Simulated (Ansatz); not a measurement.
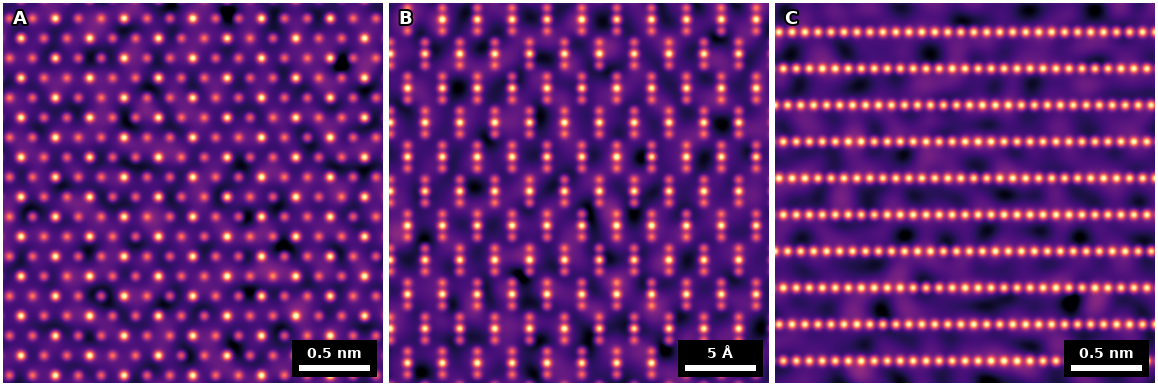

Three views of Nb (P6_3/mmc, No. 194) along different zone axes. Simulated incoherent Z contrast: every atom adds Z^1.7 spread by a probe of 0.50 Å full width; channelling and multiple scattering are left out. The probe carries 15 % of its weight in a tail 2.5 times as wide. The display is stretched by a gamma of 0.65; percentages refer to the linear signal. The speckle of an amorphous layer was added. Structure used: the end point of a relaxation with DFT, r2SCAN, plane waves (500 eV) with PAW, scalar-relativistic in Ansatz; the starting structure was generated, so it need not be a known form of this composition.

```xyz
4
Lattice="2.8544 0.0000 0.0000 -1.4272 2.4720 0.0000 0.0000 0.0000 10.5175" Properties=species:S:1:pos:R:3 pbc="T T T"
Nb    0.0000    0.0000    0.0000
Nb    0.0000    0.0000    5.2588
Nb    0.0000    1.6480    2.6294
Nb    1.4272    0.8240    7.8881
```

Match the panels to the zone axes [001], [201] and [310].

Answer. A is [001]: projected cell 2.85 × 2.85 Å, 120°, plane group p6mm. B is [201]: projected cell 2.51 × 2.77 Å, 117°, plane group c2mm. C is [310]: projected cell 0.93 × 10.52 Å, 90°.
